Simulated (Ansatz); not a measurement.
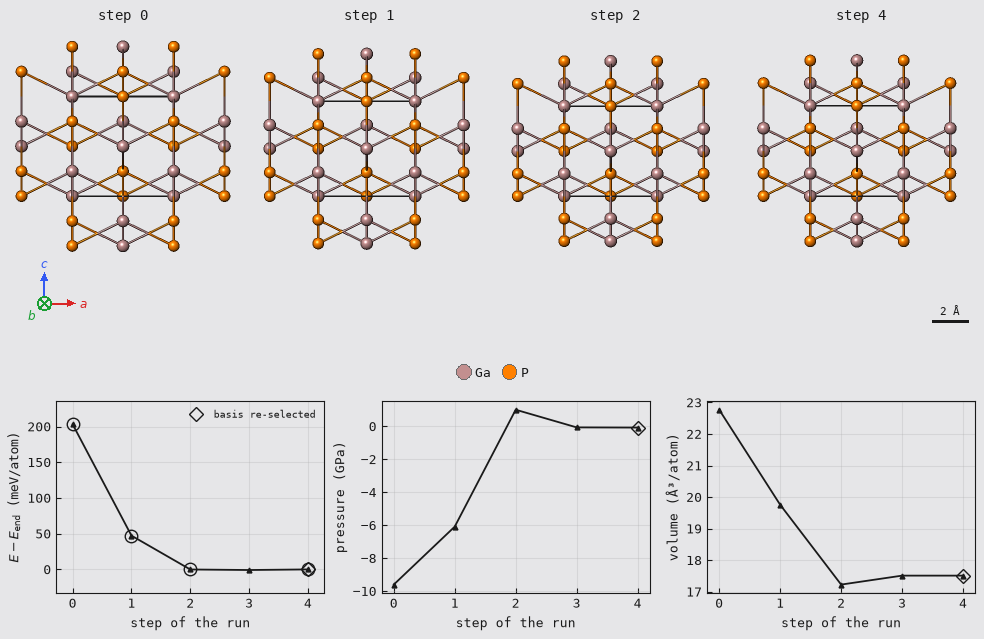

Frames of a relaxation of crystalline GaP (a generated structure, set up in I4_1/amd) (coarse preliminary run), marked on the history of the run. A ball-and-stick model of the conventional cell (2 times the calculation's cell), seen along the b axis. Lengths and directions refer to the drawn axes.

Method: DFT PBE, scalar-relativistic, plane waves, PAW in Ansatz.

Input
```yaml
crystal:
  lattice:
    - [-2.85198762, 2.85198762, 2.79944159]
    - [2.85198762, -2.85198762, 2.79944159]
    - [2.85198762, 2.85198762, -2.79944159]
  atoms:
    - { symbol: Ga, position: [0.75, 0.25, 0.5] }
    - { symbol: Ga, position: [0.0, 0.0, 0.0] }
    - { symbol: P, position: [0.5, 0.5, 0.0] }
    - { symbol: P, position: [0.25, 0.75, 0.5] }
basis:
  ecutwfc: 420
kpoints:
  mp_grid: { grid: [4, 4, 4] }
hamiltonian:
  xc: pbe
scf:
  occupations: { method: gaussian, width: 0.1 }
  lower_state_search: "off"
output:
  forces: true
  stress: true
  eigenvalues: true
relax:
  adjacent_minimum: "off"
  f_tol: 0.04
  max_steps: 70
  cell: { stress_tol: 0.4 }
```

Command:
```bash
ansatz run input.yaml --threads 1 --pin off --max-ram 2560MiB --backend cpu --events-out ev --progress --plain --runs-dir out
```

> What happens along the run?

No atom moves by more than 0.005 Å relative to the cell. The drawn cell changes as follows: a = b 5.704 → 5.251 Å (−7.9 %), c 5.599 → 5.081 Å (−9.2 %); the volume changes by −23.1 %. Among the contacts that change: Ga1–P3 3.177 → 2.917 Å, Ga1–P4 2.799 → 2.541 Å. The space group stays I4_1/amd (No. 141). Over 3 accepted moves (4 points after the start) the energy falls by 203 meV per atom. All forces vanish by symmetry, so only the cell relaxes. Pressure: −9.60 GPa at the start and −0.07 GPa at the end. The SCF was repeated once at an unchanged geometry on a basis and grid sized afresh for the cell, which shifted the energy by 0.8 meV per atom at most. From step 0 to 1: volume −13.2 %, energy −156 meV per atom. From step 1 to 2: volume −12.8 %, energy −47.4 meV per atom. From step 2 to 4: volume +1.6 %, energy +0.1 meV per atom.
